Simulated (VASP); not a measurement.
# Geometry relaxation of Co (part 5 of 5)

The same run, continued: Co (slab, 6 atoms in the cell); Kohn-Sham DFT of a periodic cell, PBEsol, VASP PAW PBE potentials, recommended, spin-polarised (VASP 6.6.1); cutoff 520 eV, 9×9×1 k-mesh, Gaussian smearing of 0.05 eV, collinear spins. The structure derives from an entry of the Crystallography Open Database. It belongs to a series of runs on one base structure; here: the (1 1 1) slab of Co, cut from the database cell, not relaxed.

Geometry of the input (Å; fractional positions):
```
2.5395  -0.0000  -0.0000
-1.2698  2.1993  0.0000
0.0000  0.0000  25.3675
Co 0.6667  0.3333  0.2957
Co 0.3333  0.6667  0.3774
Co 0.0000  0.0000  0.4591
Co 0.6667  0.3333  0.5409
Co 0.3333  0.6667  0.6226
Co 0.0000  0.0000  0.7043
```

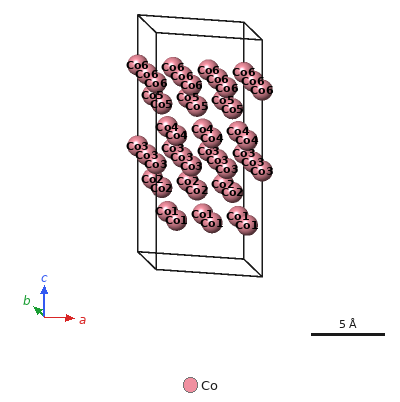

The geometry at step 8 of the log (spheres-only view of the 3 × 2 repeat of the cell, with the vacuum cut short, seen slightly off an axis; atoms are numbered from 1 in the order of the input).

### Parts of OUTCAR, continued
```
 k-point     2 :       0.1111    0.0000    0.0000
  band No.  band energies     occupation
      1      -6.1890      1.00000
      2      -5.4391      1.00000
      3      -4.4361      1.00000
      4      -3.1488      1.00000
      5      -2.2013      1.00000
      6      -1.8375      1.00000
      7       0.2459      1.00000
      8       0.4999      1.00000
      9       0.5311      1.00000
     10       0.6192      1.00000
     11       0.7556      1.00000
     12       0.8983      1.00000
     13       0.9200      1.00000
     14       1.0189      1.00000
     15       1.0580      1.00000
     16       1.1454      1.00000
     17       1.2139      1.00000
     18       1.2380      1.00000
     19       1.2923      1.00000
     20       1.3333      1.00000
     21       1.4096      1.00000
     22       1.4139      1.00000
     23       1.5418      1.00000
     24       1.6281      1.00000
     25       1.7566      1.00000
     26       2.0372      0.63926
     27       2.0685      0.29881
     28       2.3042      0.00000
     29       2.3248      0.00000
     30       2.4306      0.00000
     31       2.5420      0.00000
     32       2.6664      0.00000
     33       2.9308      0.00000
     34       3.1167      0.00000
     35       3.1694      0.00000
     36       3.7374      0.00000
     37       4.3599      0.00000
     38       7.1316      0.00000

 k-point     3 :       0.2222    0.0000    0.0000
  band No.  band energies     occupation
      1      -5.0311      1.00000
      2      -4.3345      1.00000
      3      -3.4231      1.00000
      4      -2.2724      1.00000
      5      -1.4335      1.00000
      6      -1.1279      1.00000
      7      -0.3110      1.00000
      8      -0.0904      1.00000
      9       0.1039      1.00000
     10       0.2221      1.00000
     11       0.3793      1.00000
     12       0.5947      1.00000
     13       0.7904      1.00000
     14       0.8815      1.00000
     15       0.9641      1.00000
     16       1.0286      1.00000
     17       1.2707      1.00000
     18       1.3952      1.00000
     19       1.4073      1.00000
     20       1.4908      1.00000
     21       1.5479      1.00000
     22       1.7027      1.00000
     23       1.8169      1.00000
     24       1.8437      1.00000
     25       1.9704      0.98762
     26       2.0877      0.14209
     27       2.1590      0.00101
     28       2.3413      0.00000
     29       2.4696      0.00000
     30       2.5262      0.00000
     31       2.7269      0.00000
     32       2.9619      0.00000
     33       3.0218      0.00000
     34       3.2157      0.00000
     35       3.9872      0.00000
     36       5.1022      0.00000
     37       6.1487      0.00000
     38       8.3072      0.00000

 k-point     4 :       0.3333    0.0000    0.0000
  band No.  band energies     occupation
      1      -3.4231      1.00000
      2      -2.8972      1.00000
      3      -2.3094      1.00000
      4      -1.6563      1.00000
      5      -1.1025      1.00000
      6      -0.8589      1.00000
      7      -0.7053      1.00000
      8      -0.4909      1.00000
      9      -0.2640      1.00000
     10       0.0164      1.00000
     11       0.2992      1.00000
     12       0.5279      1.00000
     13       0.8988      1.00000
     14       0.9256      1.00000
     15       1.1250      1.00000
     16       1.1854      1.00000
     17       1.2980      1.00000
     18       1.3325      1.00000
     19       1.3468      1.00000
     20       1.6183      1.00000
     21       1.7269      1.00000
     22       2.1613      0.00080
     23       2.4215      0.00000
     24       2.4502      0.00000
     25       2.5450      0.00000
     26       2.6243      0.00000
     27       2.6645      0.00000
     28       2.7481      0.00000
     29       2.8024      0.00000
     30       2.8155      0.00000
     31       2.8914      0.00000
     32       3.0054      0.00000
     33       3.2592      0.00000
     34       3.6325      0.00000
     35       4.9880      0.00000
     36       6.6418      0.00000
     37       8.1598      0.00000
     38       9.8537      0.00000

 k-point     5 :       0.4444    0.0000    0.0000
  band No.  band energies     occupation
      1      -2.2093      1.00000
      2      -1.9742      1.00000
      3      -1.7978      1.00000
      4      -1.5541      1.00000
      5      -1.2129      1.00000
      6      -1.1393      1.00000
      7      -0.9341      1.00000
      8      -0.7983      1.00000
      9      -0.4821      1.00000
     10      -0.0020      1.00000
     11       0.5944      1.00000
     12       0.8019      1.00000
     13       0.8746      1.00000
     14       0.9590      1.00000
     15       1.0911      1.00000
     16       1.2481      1.00000
     17       1.2822      1.00000
     18       1.6981      1.00000
     19       1.8238      1.00000
     20       2.2982      0.00000
     21       2.3535      0.00000
     22       2.5709      0.00000
     23       2.7882      0.00000
     24       2.9513      0.00000
     25       3.0106      0.00000
     26       3.0608      0.00000
     27       3.0613      0.00000
     28       3.0992      0.00000
     29       3.1894      0.00000
     30       3.2452      0.00000
     31       3.3076      0.00000
     32       3.6935      0.00000
     33       4.0766      0.00000
     34       4.3467      0.00000
     35       5.4951      0.00000
     36       6.5318      0.00000
     37       8.9348      0.00000
     38       9.1442      0.00000

 [... the levels of 6 k-points are left out ...]

 k-point    12 :       0.3333    0.3333    0.0000
  band No.  band energies     occupation
      1      -0.8855      1.00000
      2      -0.8565      1.00000
      3      -0.8299      1.00000
      4      -0.8025      1.00000
      5      -0.7692      1.00000
      6      -0.6786      1.00000
      7      -0.5038      1.00000
      8      -0.4696      1.00000
      9      -0.4097      1.00000
     10      -0.3908      1.00000
     11      -0.0655      1.00000
     12       0.3359      1.00000
     13       0.3670      1.00000
     14       0.4333      1.00000
     15       0.5684      1.00000
     16       0.9661      1.00000
     17       0.9997      1.00000
     18       1.0889      1.00000
     19       1.1481      1.00000
     20       2.0447      0.55693
     21       2.1078      0.05055
     22       2.2271      0.00000
     23       2.2549      0.00000
     24       2.4219      0.00000
     25       2.7150      0.00000
     26       2.8045      0.00000
     27       2.8385      0.00000
     28       2.9824      0.00000
     29       3.0015      0.00000
     30       3.0306      0.00000
     31       7.3837      0.00000
     32       7.3927      0.00000
     33       7.4309      0.00000
     34       7.6495      0.00000
     35       7.7021      0.00000
     36       8.2991      0.00000
     37       8.3504      0.00000
     38       9.4566      0.00000

------------------------ aborting loop because EDIFF is reached ----------------------------------------

 vacuum level on the upper side and lower side of the slab       (xc-potential included)        -0.067         0.071

  FORCE on cell =-STRESS in cart. coord.  units (eV):
  Direction    XX          YY          ZZ          XY          YZ          ZX
  --------------------------------------------------------------------------------------
  -------------------------------------------------------------------------------------
  Total       -9.0525087     -9.0525087     -3.2811351      0.0000000      0.0000000     -0.0000000
  in kB     -102.3703140   -102.3703140    -37.1047234      0.0000000      0.0000000     -0.0000000
  external PRESSURE =     -80.6151171 kB  Pullay stress =       0.0000000 kB

 VOLUME and BASIS-vectors are now :
 -----------------------------------------------------------------------------
  energy-cutoff  :      520.00
  volume of cell :      141.68
      direct lattice vectors                 reciprocal lattice vectors
     2.539503294  0.000000000  0.000000000     0.393777792  0.227347714  0.000000000
    -1.269751647  2.199274366  0.000000000     0.000000000  0.454695428  0.000000000
     0.000000000  0.000000000 25.367478784     0.000000000  0.000000000  0.039420551

 POSITION                                       TOTAL-FORCE (eV/Angst)
 -----------------------------------------------------------------------------------
      1.26975      0.73309      7.50000         0.000000      0.000000      1.062075
     -0.00000      1.46618      9.57350         0.000000     -0.000000     -0.533502
      0.00000      0.00000     11.64699         0.000000      0.000000     -0.529514
      1.26975      0.73309     13.56810        -0.000000      0.000000     -0.000801
     -0.00000      1.46618     15.55973         0.000000      0.000000     -0.005966
      0.00000      0.00000     17.44110         0.000000     -0.000000      0.007708
 -----------------------------------------------------------------------------------
    total drift:                               -0.000000      0.000000     -0.000406

  FREE ENERGIE OF THE ION-ELECTRON SYSTEM (eV)
  ---------------------------------------------------
  free  energy   TOTEN  =       -44.2240810531 eV

  energy  without entropy=      -44.2162793479  energy(sigma->0) =      -44.22018020

 reached required accuracy - stopping structural energy minimisation

 vacuum level on the upper side and lower side of the slab         7.231         7.358

 total charge

# of ion       s       p       d       tot
------------------------------------------
    1        0.455   0.363   7.198   8.017
    2        0.459   0.469   7.219   8.147
    3        0.479   0.505   7.240   8.224
    4        0.488   0.521   7.255   8.264
    5        0.489   0.530   7.262   8.280
    6        0.478   0.403   7.238   8.119
--------------------------------------------------
tot          2.848   2.791  43.412  49.051

 magnetization (x)

# of ion       s       p       d       tot
------------------------------------------
    1       -0.013  -0.043   1.797   1.741
    2       -0.016  -0.047   1.735   1.671
    3       -0.014  -0.042   1.684   1.628
    4       -0.014  -0.042   1.662   1.606
    5       -0.015  -0.048   1.703   1.641
    6       -0.014  -0.039   1.762   1.709
--------------------------------------------------
tot         -0.085  -0.262  10.343   9.996
```

### CONTCAR
```
Co
   1.00000000000000
     2.5395032940000002    0.0000000000000000    0.0000000000000000
    -1.2697516470000001    2.1992743656000000    0.0000000000000000
     0.0000000000000000    0.0000000000000000   25.3674787837999993
  Co
     6
Selective dynamics
Direct
     0.6666666667000030    0.3333333332999970    0.2956541351000013   F   F   F
     0.3333333332999970    0.6666666667000030    0.3773924811000029   F   F   F
     0.0000000000000000    0.0000000000000000    0.4591308270000027   F   F   F
     0.6666666667000030    0.3333333332999970    0.5348620703270243   T   T   T
     0.3333333332999970    0.6666666667000030    0.6133731558976763   T   T   T
     0.0000000000000000    0.0000000000000000    0.6875377227682500   T   T   T

  0.00000000E+00  0.00000000E+00  0.00000000E+00
  0.00000000E+00  0.00000000E+00  0.00000000E+00
  0.00000000E+00  0.00000000E+00  0.00000000E+00
  0.00000000E+00  0.00000000E+00  0.00000000E+00
  0.00000000E+00  0.00000000E+00  0.00000000E+00
  0.00000000E+00  0.00000000E+00  0.00000000E+00
```

### Trajectory as extended XYZ (Å, eV, eV/Å), 16 frames, from step=0 to step=15
```
6
Lattice="2.5395 0.0000 0.0000 -1.2698 2.1993 0.0000 0.0000 0.0000 25.3675" Properties=species:S:1:pos:R:3:forces:R:3 step=0 energy=-44.00961
Co    1.2698    0.7331    7.5000    0.0000   0.0000   1.0642
Co    0.0000    1.4662    9.5735    0.0000   0.0000  -0.4324
Co    0.0000    0.0000   11.6470    0.0000   0.0000   0.2154
Co    1.2698    0.7331   13.7205    0.0000   0.0000  -0.2152
Co    0.0000    1.4662   15.7940    0.0000   0.0000   0.4320
Co    0.0000    0.0000   17.8675    0.0000   0.0000  -1.0641
6
Lattice="2.5395 0.0000 0.0000 -1.2698 2.1993 0.0000 0.0000 0.0000 25.3675" Properties=species:S:1:pos:R:3:forces:R:3 step=1 energy=-44.06611
Co    1.2698    0.7331    7.5000    0.0000   0.0000   1.0710
Co    0.0000    1.4662    9.5735    0.0000   0.0000  -0.4490
Co    0.0000    0.0000   11.6470    0.0000   0.0000   0.2172
Co    1.2698    0.7331   13.7101    0.0000   0.0000  -0.1623
Co    0.0000    1.4662   15.8148    0.0000   0.0000   0.1309
Co   -1.2698    2.1993   17.8161    0.0000   0.0000  -0.8078
6
Lattice="2.5395 0.0000 0.0000 -1.2698 2.1993 0.0000 0.0000 0.0000 25.3675" Properties=species:S:1:pos:R:3:forces:R:3 step=2 energy=-44.10279
Co    1.2698    0.7331    7.5000    0.0000   0.0000   1.0741
Co    0.0000    1.4662    9.5735    0.0000   0.0000  -0.4712
Co    0.0000    0.0000   11.6470    0.0000   0.0000   0.2057
Co    1.2698    0.7331   13.6940    0.0000   0.0000  -0.0696
Co    0.0000    1.4662   15.8471    0.0000   0.0000  -0.5693
Co    0.0000    0.0000   17.7366    0.0000   0.0000  -0.1698
6
Lattice="2.5395 0.0000 0.0000 -1.2698 2.1993 0.0000 0.0000 0.0000 25.3675" Properties=species:S:1:pos:R:3:forces:R:3 step=3 energy=-44.12355
Co    1.2698    0.7331    7.5000    0.0000   0.0000   1.0738
Co    0.0000    1.4662    9.5735    0.0000   0.0000  -0.4762
Co    0.0000    0.0000   11.6470    0.0000   0.0000   0.1642
Co    1.2698    0.7331   13.6856    0.0000   0.0000  -0.0882
Co    0.0000    1.4662   15.8193    0.0000   0.0000  -0.5389
Co   -1.2698    2.1993   17.7058    0.0000   0.0000  -0.1347
6
Lattice="2.5395 0.0000 0.0000 -1.2698 2.1993 0.0000 0.0000 0.0000 25.3675" Properties=species:S:1:pos:R:3:forces:R:3 step=4 energy=-44.17453
Co    1.2698    0.7331    7.5000    0.0000   0.0000   1.0704
Co    0.0000    1.4662    9.5735    0.0000   0.0000  -0.4875
Co    0.0000    0.0000   11.6470    0.0000   0.0000   0.0254
Co    1.2698    0.7331   13.6602    0.0000   0.0000  -0.1586
Co    0.0000    1.4662   15.7358    0.0000   0.0000  -0.4230
Co    0.0000    0.0000   17.6133    0.0000   0.0000  -0.0267
6
Lattice="2.5395 0.0000 0.0000 -1.2698 2.1993 0.0000 0.0000 0.0000 25.3675" Properties=species:S:1:pos:R:3:forces:R:3 step=5 energy=-44.21397
Co    1.2698    0.7331    7.5000    0.0000   0.0000   1.0545
Co    0.0000    1.4662    9.5735    0.0000   0.0000  -0.4960
Co    0.0000    0.0000   11.6470    0.0000   0.0000  -0.3195
Co    1.2698    0.7331   13.6094    0.0000   0.0000  -0.4133
Co    0.0000    1.4662   15.5690    0.0000   0.0000  -0.0318
Co   -1.2698    2.1993   17.4284    0.0000   0.0000   0.2061
6
Lattice="2.5395 0.0000 0.0000 -1.2698 2.1993 0.0000 0.0000 0.0000 25.3675" Properties=species:S:1:pos:R:3:forces:R:3 step=6 energy=-44.21584
Co    1.2698    0.7331    7.5000    0.0000   0.0000   1.0641
Co    0.0000    1.4662    9.5735    0.0000   0.0000  -0.5676
Co    0.0000    0.0000   11.6470    0.0000   0.0000  -0.8344
Co    1.2698    0.7331   13.5229    0.0000   0.0000   0.3332
Co    0.0000    1.4662   15.5193    0.0000   0.0000   0.1153
Co    0.0000    0.0000   17.4160    0.0000   0.0000  -0.1105
6
Lattice="2.5395 0.0000 0.0000 -1.2698 2.1993 0.0000 0.0000 0.0000 25.3675" Properties=species:S:1:pos:R:3:forces:R:3 step=7 energy=-44.22345
Co    1.2698    0.7331    7.5000    0.0000   0.0000   1.0600
Co    0.0000    1.4662    9.5735    0.0000   0.0000  -0.5341
Co    0.0000    0.0000   11.6470    0.0000   0.0000  -0.5739
Co    1.2698    0.7331   13.5631    0.0000   0.0000  -0.0322
Co    0.0000    1.4662   15.5423    0.0000   0.0000   0.0492
Co    0.0000    0.0000   17.4217    0.0000   0.0000   0.0309
6
Lattice="2.5395 0.0000 0.0000 -1.2698 2.1993 0.0000 0.0000 0.0000 25.3675" Properties=species:S:1:pos:R:3:forces:R:3 step=8 energy=-44.22375
Co    1.2698    0.7331    7.5000    0.0000   0.0000   1.0612
Co    0.0000    1.4662    9.5735    0.0000   0.0000  -0.5370
Co    0.0000    0.0000   11.6470    0.0000   0.0000  -0.5633
Co    1.2698    0.7331   13.5629    0.0000   0.0000   0.0188
Co    0.0000    1.4662   15.5531    0.0000   0.0000  -0.0419
Co   -1.2698    2.1993   17.4274    0.0000   0.0000   0.0622
6
Lattice="2.5395 0.0000 0.0000 -1.2698 2.1993 0.0000 0.0000 0.0000 25.3675" Properties=species:S:1:pos:R:3:forces:R:3 step=9 energy=-44.22375
Co    1.2698    0.7331    7.5000    0.0000   0.0000   1.0594
Co    0.0000    1.4662    9.5735    0.0000   0.0000  -0.5366
Co    0.0000    0.0000   11.6470    0.0000   0.0000  -0.5639
Co    1.2698    0.7331   13.5630    0.0000   0.0000   0.0105
Co    0.0000    1.4662   15.5517    0.0000   0.0000  -0.0292
Co    0.0000    0.0000   17.4267    0.0000   0.0000   0.0597
6
Lattice="2.5395 0.0000 0.0000 -1.2698 2.1993 0.0000 0.0000 0.0000 25.3675" Properties=species:S:1:pos:R:3:forces:R:3 step=10 energy=-44.22385
Co    1.2698    0.7331    7.5000    0.0000   0.0000   1.0620
Co    0.0000    1.4662    9.5735    0.0000   0.0000  -0.5357
Co    0.0000    0.0000   11.6470    0.0000   0.0000  -0.5569
Co    1.2698    0.7331   13.5638    0.0000   0.0000   0.0229
Co    0.0000    1.4662   15.5550    0.0000   0.0000  -0.0100
Co   -1.2698    2.1993   17.4347    0.0000   0.0000   0.0177
6
Lattice="2.5395 0.0000 0.0000 -1.2698 2.1993 0.0000 0.0000 0.0000 25.3675" Properties=species:S:1:pos:R:3:forces:R:3 step=11 energy=-44.22405
Co    1.2698    0.7331    7.5000    0.0000   0.0000   1.0620
Co    0.0000    1.4662    9.5735    0.0000   0.0000  -0.5366
Co    0.0000    0.0000   11.6470    0.0000   0.0000  -0.5539
Co    1.2698    0.7331   13.5642    0.0000   0.0000   0.0276
Co    0.0000    1.4662   15.5566    0.0000   0.0000   0.0000
Co    0.0000    0.0000   17.4386    0.0000   0.0000   0.0010
6
Lattice="2.5395 0.0000 0.0000 -1.2698 2.1993 0.0000 0.0000 0.0000 25.3675" Properties=species:S:1:pos:R:3:forces:R:3 step=12 energy=-44.22404
Co    1.2698    0.7331    7.5000    0.0000   0.0000   1.0622
Co    0.0000    1.4662    9.5735    0.0000   0.0000  -0.5365
Co    0.0000    0.0000   11.6470    0.0000   0.0000  -0.5529
Co    1.2698    0.7331   13.5643    0.0000   0.0000   0.0290
Co    0.0000    1.4662   15.5571    0.0000   0.0000   0.0029
Co   -1.2698    2.1993   17.4398    0.0000   0.0000  -0.0047
6
Lattice="2.5395 0.0000 0.0000 -1.2698 2.1993 0.0000 0.0000 0.0000 25.3675" Properties=species:S:1:pos:R:3:forces:R:3 step=13 energy=-44.22405
Co    1.2698    0.7331    7.5000    0.0000   0.0000   1.0622
Co    0.0000    1.4662    9.5735    0.0000   0.0000  -0.5340
Co    0.0000    0.0000   11.6470    0.0000   0.0000  -0.5360
Co    1.2698    0.7331   13.5672    0.0000   0.0000   0.0018
Co    0.0000    1.4662   15.5581    0.0000   0.0000   0.0123
Co    0.0000    0.0000   17.4412    0.0000   0.0000  -0.0063
6
Lattice="2.5395 0.0000 0.0000 -1.2698 2.1993 0.0000 0.0000 0.0000 25.3675" Properties=species:S:1:pos:R:3:forces:R:3 step=14 energy=-44.22406
Co    1.2698    0.7331    7.5000    0.0000   0.0000   1.0620
Co    0.0000    1.4662    9.5735    0.0000   0.0000  -0.5336
Co    0.0000    0.0000   11.6470    0.0000   0.0000  -0.5340
Co    1.2698    0.7331   13.5676    0.0000   0.0000  -0.0013
Co    0.0000    1.4662   15.5582    0.0000   0.0000   0.0133
Co   -1.2698    2.1993   17.4414    0.0000   0.0000  -0.0063
6
Lattice="2.5395 0.0000 0.0000 -1.2698 2.1993 0.0000 0.0000 0.0000 25.3675" Properties=species:S:1:pos:R:3:forces:R:3 step=15 energy=-44.22408
Co    1.2698    0.7331    7.5000    0.0000   0.0000   1.0621
Co    0.0000    1.4662    9.5735    0.0000   0.0000  -0.5335
Co    0.0000    0.0000   11.6470    0.0000   0.0000  -0.5295
Co    1.2698    0.7331   13.5681    0.0000   0.0000  -0.0008
Co    0.0000    1.4662   15.5597    0.0000   0.0000  -0.0060
Co    0.0000    0.0000   17.4411    0.0000   0.0000   0.0077
```

### Results in brief

| quantity | value |
| --- | --- |
| outcome | converged |
| electrons treated | 54 |
| free energy | −44.2241 eV |
| Fermi energy | 2.050 eV |
| gap on the k-point mesh | none (metallic) |
| net moment of the cell | 9.87 μB |
| final volume | 141.68 Å³ |
| largest force (length of the vector) at the end, held atoms and coordinates included | 1.062 eV/Å |
| hardware | 1 thread of AMD EPYC (Zen 3), 64 GiB of memory available, shared host |
| wall time | 60 min |
| peak memory | 0.35 GiB |
